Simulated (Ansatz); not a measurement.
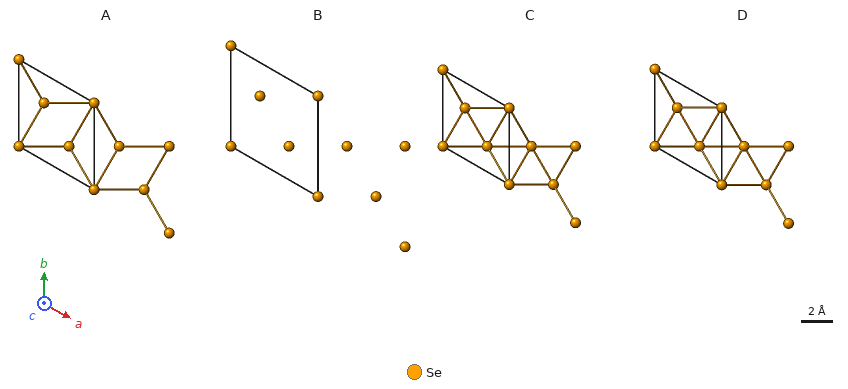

4 geometries from one relaxation of a crystal of Se (a generated structure, set up in P6/mmm), in shuffled order. The picture is a ball-and-stick view of the cell of the calculation, repeated 2 × 1 × 1 with one cell outlined, seen along the c axis.

Phase: omega (AlB2-type).

Level of theory: DFT, r2SCAN, plane waves (500 eV) with PAW, scalar-relativistic (Ansatz). (plane-wave cutoff 500 eV; k-point mesh 7 × 7 × 10; occupations fermi dirac; smearing width 0.1 eV; no spin polarisation; cell and atoms relaxed; force threshold 0.01 eV/Å; at most 60 steps)

Order the frames from highest to lowest energy.

C, D, A, B. They are steps 0, 7, 11, 21, at +0.674 eV per cell of the calculation, +0.564 eV per cell of the calculation, +0.285 eV per cell of the calculation relative to the last. Over 19 accepted moves (21 points after the start) the energy falls by 0.674 eV per cell of the calculation. All forces vanish by symmetry, so only the cell relaxes. Pressure: −3.48 GPa at the start and 0.00 GPa at the end. The SCF was repeated twice at an unchanged geometry on a basis and grid sized afresh for the cell, which shifted the energy by 16.7 meV per cell of the calculation at most. No atom moves by more than 0.005 Å relative to the cell. Cell: a = b 4.976 → 6.535 Å (+31.3 %), c 3.051 → 2.382 Å (−21.9 %). Volume +34.7 %. Some distances before and after: Se–Se 2.873 → 3.773 Å, Se–Se 3.253 → 3.957 Å, Se–Se 3.051 → 2.382 Å. Bonds break: Se–Se (2.87 → 3.77 Å). The space group stays P6/mmm (No. 191). The run took 4.9 min on 1 thread of Intel(R) Xeon(R) Platinum 8259CL CPU @ 2.50GHz (Skylake/Cascade Lake), on a shared host, peak memory 0.79 GiB.
